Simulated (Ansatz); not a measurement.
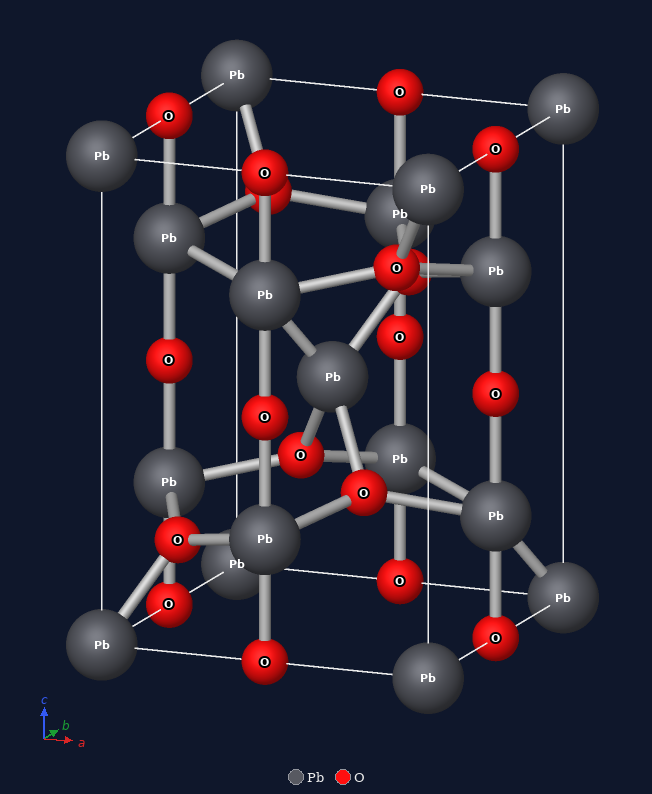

Shown here is a ball-and-stick view of the crystal, taken slightly off an axis. Thin lines show the conventional unit cell, with boundary atoms drawn in all their periodic places. Cell: a = 5.92 Å, b = 5.92 Å, c = 8.45 Å, α = 90.00°, β = 90.00°, γ = 90.00°.

Origin of the cell: a structure type filled with these elements by a generator (whether the compound takes this form wasn't checked). Earlier steps of the study may have refined or changed the cell and positions. An electronic-structure calculation with Ansatz was run on it.

Describe the arrangement of the atoms.

The material is PbO2. Symmetry: I-42m (No. 121), body-centred tetragonal lattice. Counting shared atoms by their share gives 6 Pb, 12 O, or 18 atoms. Pb takes two kinds of site: 2a with four O at about 2.2 Å; 4d with six O in a distorted octahedral arrangement at about 2.1 to 2.3 Å. O takes two kinds of site: 8i with three Pb at about 2.2 to 2.3 Å; 4c with two Pb in a linear arrangement at about 2.1 Å. The bonds build a three-dimensional framework.

Level of theory and settings: Ansatz 0.2.0, DFT PBE, scalar-relativistic, plane waves, PAW, a kinetic-energy cutoff of 420 eV, k-points about 0.15 Å⁻¹ apart, Gaussian smearing of 0.1 eV, no spin polarisation.

What is the band gap, if any?

A metal: bands cross the Fermi level.

State the Bader charges by element.

Pb +1.86 to +2.03 e; O -1.03 to -0.97 e.

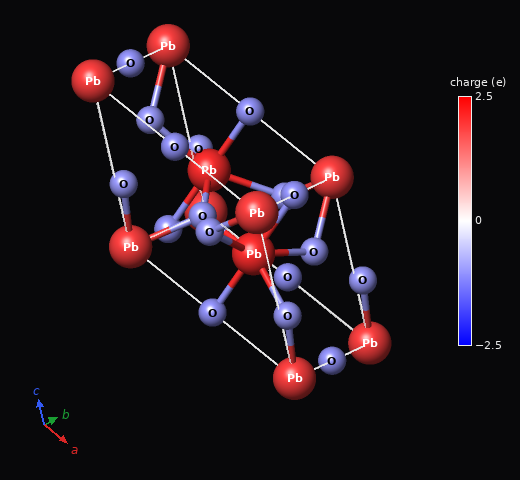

The atoms coloured by those charges. The run's cell of 9 atoms is drawn in a reduced setting, so axes and origin can differ from the first picture.

Is this an equilibrium geometry for the method given?

Yes. The largest force is 0.01 eV/Å. The pressure is 0.0 GPa, close to zero.
